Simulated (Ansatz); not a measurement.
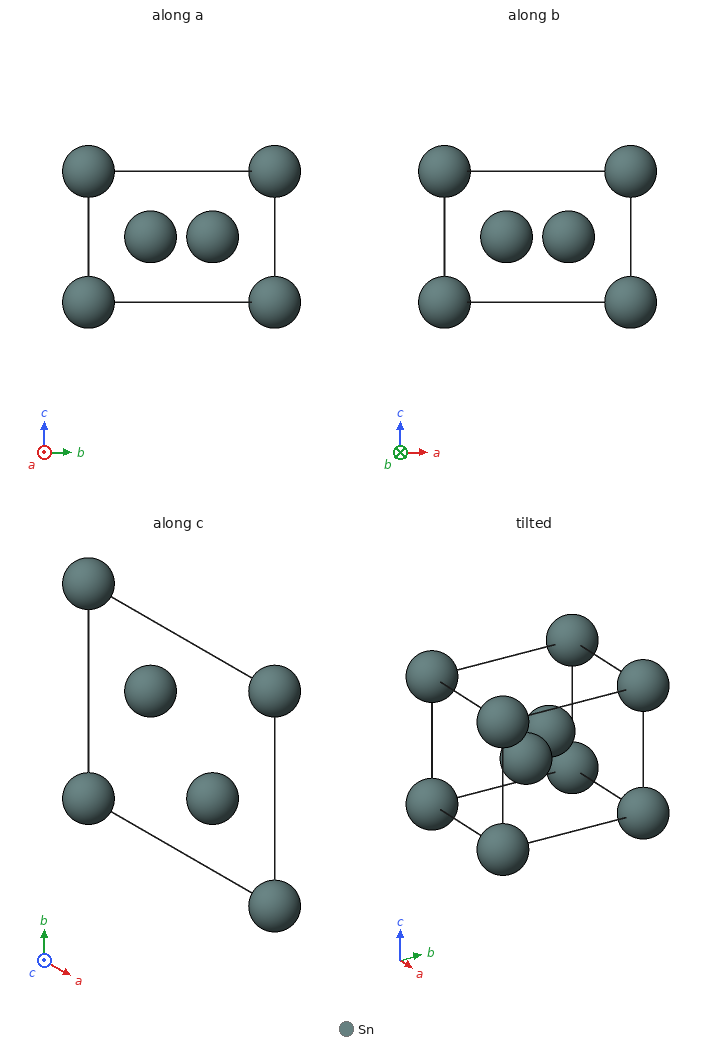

Structure drawing (spheres-only), viewed along the a axis, along the b axis, along the c axis and slightly off an axis. The frame is the conventional unit cell; atoms at its boundary are shown with their periodic copies.

Lattice parameters: a = 5.310 Å, b = 5.310 Å, c = 3.235 Å, α = 90.00°, β = 90.00°, γ = 120.00°. Put a along x and b in the xy plane.

Transcribe the picture into a POSCAR file.

Answer.
```
Sn
1.0
     5.310    0.000    0.000
    -2.655    4.599    0.000
     0.000    0.000    3.235
Sn
3
Direct
  0.0000 0.0000 0.0000
  0.3333 0.6667 0.5000
  0.6667 0.3333 0.5000
```

Provenance: a structure type filled with this element by a generator (whether the element takes this form wasn't checked). Earlier steps of the study may have refined or changed the cell and positions. It went into a calculation with Ansatz.
